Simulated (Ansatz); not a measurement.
## CuO: one change and its effect

System: CuO (Cccm, 4 atoms in the cell).
Method of run 1: Kohn-Sham DFT of a periodic cell, PBE, all-electron LAPW, scalar-relativistic, no spin polarisation (Ansatz 0.2.0).

The structure derives from a Materials Project entry. Text and figures count atoms from 1; the logs count them from 0 in places.

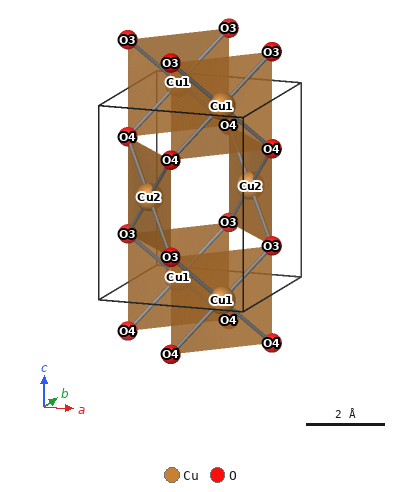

**Figure 1.** The structure (polyhedral view of the cell 2 times as large as that of the calculation, set on its symmetry axes, seen slightly off an axis; polyhedra are completed across the faces of the cell; atoms are numbered from 1 in the order of the input). An atom can appear more than once, as a periodic image.

## Input, run 1
```yaml
crystal:
  lattice:
    - [1.990968, -2.15355, 0.0]
    - [1.990968, 2.15355, 0.0]
    - [0.0, 0.0, 5.155928]
  atoms:
    - { symbol: Cu, position: [0.5, 0.0, 0.0] }
    - { symbol: Cu, position: [0.0, 0.5, 0.5] }
    - { symbol: O, position: [0.5, 0.5, 0.25] }
    - { symbol: O, position: [0.5, 0.5, 0.75] }
kpoints:
  mp_grid: { grid: [5, 5, 3] }
scf:
  occupations: { method: fermi_dirac, width: 0.04 }
hamiltonian:
  xc: pbe
  pseudopotentials: { kind: all_electron, lapw: { basis_error: 0.002 } }
output:
  forces: true
  stress: true
  eigenvalues: true
```

Command:
```bash
ansatz run input.yaml --threads 2 --pin off --max-ram 6144MiB --backend cpu --events-out ev --progress --plain --runs-dir out
```

Hardware: 2 threads of Intel Xeon @ 2.50GHz (Skylake/Cascade Lake), 189 GiB of memory available, shared host.

## Output, shortened to warnings, some set-up lines, iterations and results (run 1)
```
Basis set: ecut = 405.6278254042742 eV, 817 PW (Γ), exchange–correlation at level 2
Symmetry: 8 space group operations
k-points: 18 of 75
Initial density: superposition of atomic densities (chi_scale 0.1, normalization cell, long waves kept (reshape's long-wave potential 0.00 eV rms))
[...]
SCF iter   1: F=—  HF=-94168.981703 eV  |F-HF|=—  |Δ(HF+E_count)|=         —  Δρ=1.58e-1  dr2=1.22e1  ethr=2.25e-2  ⟨swp⟩=2.0  Hψ=3831  notcnv=0
SCF iter   2: F=—  HF=-94164.046006 eV  |F-HF|=—  |Δ(HF+E_count)|=    4.94e0  Δρ=7.69e-2  dr2=3.07e0  ethr=2.25e-2  ⟨swp⟩=2.1  Hψ=1783  notcnv=0
SCF iter   3: F=—  HF=-94163.677779 eV  |F-HF|=—  |Δ(HF+E_count)|=   3.68e-1  Δρ=4.13e-2  dr2=7.58e-1  ethr=5.68e-3  ⟨swp⟩=2.1  Hψ=1819  notcnv=0
SCF iter   4: F=—  HF=-94162.660110 eV  |F-HF|=—  |Δ(HF+E_count)|=    1.02e0  Δρ=9.24e-3  dr2=2.14e-2  ethr=3.97e-5  ⟨swp⟩=2.1  Hψ=3072  notcnv=0  defer=1
SCF iter   5: F=—  HF=-94162.694935 eV  |F-HF|=—  |Δ(HF+E_count)|=         —  Δρ=2.43e-3  dr2=1.76e-3  ethr=3.96e-5  ⟨swp⟩=2.2  Hψ=1822  notcnv=0
SCF iter   6: F=—  HF=-94162.696700 eV  |F-HF|=—  |Δ(HF+E_count)|=   1.77e-3  Δρ=2.29e-4  dr2=2.50e-5  ethr=3.25e-6  ⟨swp⟩=2.0  Hψ=1717  notcnv=0
SCF iter   7: F=—  HF=-94162.696702 eV  |F-HF|=—  |Δ(HF+E_count)|=   2.04e-6  Δρ=4.37e-5  dr2=5.61e-7  ethr=4.64e-8  ⟨swp⟩=2.6  Hψ=1732  notcnv=0
SCF iter   8: F=—  HF=-94162.696703 eV  |F-HF|=—  |Δ(HF+E_count)|=   7.00e-7  Δρ=1.13e-5  dr2=5.68e-8  ethr=1.04e-9  ⟨swp⟩=3.0  Hψ=1802  notcnv=0
SCF iter   9: F=-94162.696703 eV  HF=-94162.696703 eV  |F-HF|=1.89e-9  |Δ(HF+E_count)|=   4.53e-9  Δρ=1.75e-6  dr2=1.28e-9  ethr=1.05e-10  ⟨swp⟩=2.0  Hψ=1717  notcnv=0
SCF 1 converged in 9 iterations: F = -94162.696703 eV  dr2 = 1.28e-9
SCF converged after 9 iterations
Free energy (F): -94162.696703 eV
Harris-Foulkes:  -94162.696703 eV  (|F-HF|=1.89e-9)
Internal energy: -94162.684871 eV  (E = F + TS)
E sigma→0 (E₀):  -94162.690787 eV
Entropy (-TS):   -0.011832 eV (-2.958 meV/atom)
Fermi energy:    10.908130 eV
--- Per-component energies (eV) ---
  E_band       = -2911.834082
  E_kinetic    = 95704.873810
  E_xc         = -4143.113434
  E_electrostatic = -185724.445248  (all electrons and nuclei)
  E_smearing   = -0.011832  (= −TS)
  E_closure    = 0.000000  (closes the sum)
  E_atoms      = -94142.871920  (free atoms, spherical and without spin; not in F)
  Σ components = -94162.696703   (vs F -94162.696703, Δ=0.00e0)
  Basis errors (estimates in eV, not in F): energy 8.7e-4 per atom: plane waves 7.9e-4 (4.8e-4 summed), levels above the bands 3.7e-119, relativity 6.4e-8, radial functions 8.6e-5, core shells 5.5e-9; eigenvalues (radial functions only) 1.4e-5; not estimated: angular momenta, meshes, grids; target …
--- Forces (eV/Å), atoms counted from 1 ---
  atom   1  Cu    -0.00000000    -0.00000000     0.00000000
  atom   2  Cu     0.00000000    -0.00000000     0.00000000
  atom   3  O      0.00000000     0.00000000    -0.00000000
  atom   4  O      0.00000000    -0.00000000     0.00000000
  max |Σ_I F_I| component: 7.89e-31 eV/Å
--- Stress (GPa, compression-positive) ---
        1.769291      -0.000000       0.000000
       -0.000000       0.463636       0.000000
        0.000000       0.000000       1.451308
  P = ⅓ Tr σ = 1.2281 GPa (12.281 kbar)
```

The input of run 2 differs as follows (lines with − go, lines with + come):
```diff
-  occupations: { method: fermi_dirac, width: 0.04 }
+  occupations: { method: fermi_dirac, width: 0.03 }
```

What does this change do to the results?

The energy of run 2 (smearing taken to zero) is 0.19 meV per atom higher, which measures how much it depends on this numerical setting. The SCF takes 8 iterations against 9.

## Output, shortened to warnings, some set-up lines, iterations and results (run 2)
```
Basis set: ecut = 405.6278254042742 eV, 817 PW (Γ), exchange–correlation at level 2
Symmetry: 8 space group operations
k-points: 18 of 75
Initial density: superposition of atomic densities (chi_scale 0.1, normalization cell, long waves kept (reshape's long-wave potential 0.00 eV rms))
[...]
SCF iter   1: F=—  HF=-94168.976609 eV  |F-HF|=—  |Δ(HF+E_count)|=         —  Δρ=1.57e-1  dr2=1.22e1  ethr=2.25e-2  ⟨swp⟩=2.0  Hψ=3831  notcnv=0
SCF iter   2: F=—  HF=-94163.728778 eV  |F-HF|=—  |Δ(HF+E_count)|=    5.25e0  Δρ=6.73e-2  dr2=2.37e0  ethr=2.25e-2  ⟨swp⟩=2.1  Hψ=1783  notcnv=0
SCF iter   3: F=—  HF=-94163.632190 eV  |F-HF|=—  |Δ(HF+E_count)|=   9.66e-2  Δρ=3.55e-2  dr2=5.47e-1  ethr=4.39e-3  ⟨swp⟩=2.2  Hψ=1825  notcnv=0
SCF iter   4: F=—  HF=-94162.666628 eV  |F-HF|=—  |Δ(HF+E_count)|=   9.66e-1  Δρ=8.32e-3  dr2=1.92e-2  ethr=3.56e-5  ⟨swp⟩=2.0  Hψ=3128  notcnv=0
SCF iter   5: F=—  HF=-94162.692842 eV  |F-HF|=—  |Δ(HF+E_count)|=         —  Δρ=2.13e-3  dr2=1.40e-3  ethr=3.55e-5  ⟨swp⟩=2.0  Hψ=1818  notcnv=0
SCF iter   6: F=—  HF=-94162.693935 eV  |F-HF|=—  |Δ(HF+E_count)|=   1.09e-3  Δρ=1.88e-4  dr2=1.35e-5  ethr=2.60e-6  ⟨swp⟩=2.0  Hψ=1716  notcnv=0
SCF iter   7: F=—  HF=-94162.693936 eV  |F-HF|=—  |Δ(HF+E_count)|=   1.11e-6  Δρ=5.08e-5  dr2=7.87e-7  ethr=2.50e-8  ⟨swp⟩=2.8  Hψ=1748  notcnv=0
SCF iter   8: F=-94162.693937 eV  HF=-94162.693937 eV  |F-HF|=5.56e-8  |Δ(HF+E_count)|=   8.78e-7  Δρ=9.12e-6  dr2=3.36e-8  ethr=1.46e-9  ⟨swp⟩=3.0  Hψ=1778  notcnv=0
SCF 1 converged in 8 iterations: F = -94162.693937 eV  dr2 = 3.36e-8
SCF converged after 8 iterations
Free energy (F): -94162.693937 eV
Harris-Foulkes:  -94162.693937 eV  (|F-HF|=5.56e-8)
Internal energy: -94162.686100 eV  (E = F + TS)
E sigma→0 (E₀):  -94162.690019 eV
Entropy (-TS):   -0.007837 eV (-1.959 meV/atom)
Fermi energy:    10.926858 eV
--- Per-component energies (eV) ---
  E_band       = -2911.842823
  E_kinetic    = 95704.875032
  E_xc         = -4143.113053
  E_electrostatic = -185724.448079  (all electrons and nuclei)
  E_smearing   = -0.007837  (= −TS)
  E_closure    = 0.000000  (closes the sum)
  E_atoms      = -94142.871920  (free atoms, spherical and without spin; not in F)
  Σ components = -94162.693937   (vs F -94162.693937, Δ=0.00e0)
  Basis errors (estimates in eV, not in F): energy 8.7e-4 per atom: plane waves 7.9e-4 (4.8e-4 summed), levels above the bands 3.9e-158, relativity 6.4e-8, radial functions 8.6e-5, core shells 5.5e-9; eigenvalues (radial functions only) 1.4e-5; not estimated: angular momenta, meshes, grids; target …
--- Forces (eV/Å), atoms counted from 1 ---
  atom   1  Cu    -0.00000000     0.00000000     0.00000000
  atom   2  Cu     0.00000000     0.00000000     0.00000000
  atom   3  O      0.00000000     0.00000000    -0.00000000
  atom   4  O      0.00000000    -0.00000000     0.00000000
  max |Σ_I F_I| component: 1.58e-30 eV/Å
--- Stress (GPa, compression-positive) ---
        1.769092      -0.000000       0.000000
       -0.000000       0.448557       0.000000
        0.000000       0.000000       1.445900
  P = ⅓ Tr σ = 1.2212 GPa (12.212 kbar)
```

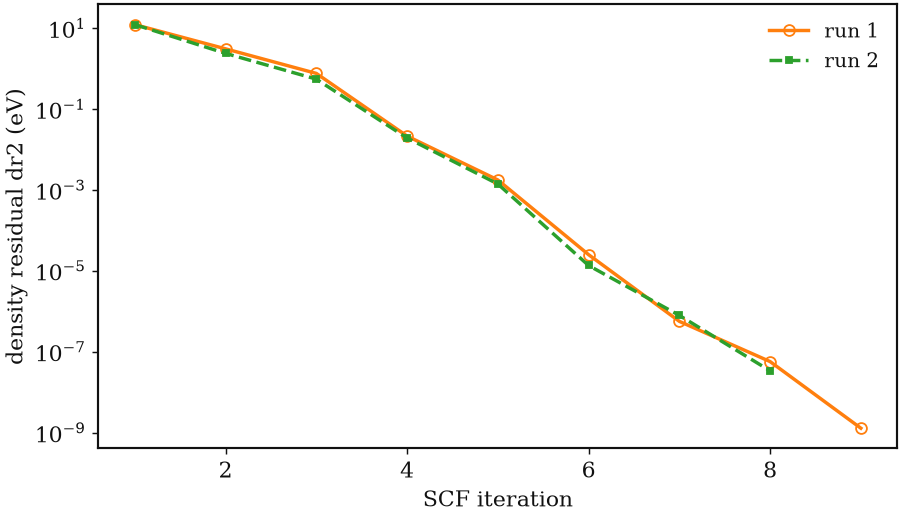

**Figure 2.** Convergence of the two runs: density residual dr2 against the SCF iteration. Run 1 takes 9 iterations in all, and run 2 takes 8.

## The two runs side by side

```csv
quantity,run 1,run 2
outcome,converged,converged
free energy per atom (eV),−23540.6742,−23540.6735
"energy per atom, smearing taken to zero (eV)",−23540.6727,−23540.6725
gap on the mesh (eV),0.00,0.00
pressure (GPa),1.23,1.22
largest force (eV/Å),0.000,0.000
SCF iterations,9,8
irreducible k-points,18,18
plane waves at Γ,817,817
wall time (shared host),13 s,14 s
```

For both runs: Points of doubt noted for this run: coarse mesh for a metal. The run has no spin polarisation, so a magnetic state may lie lower.
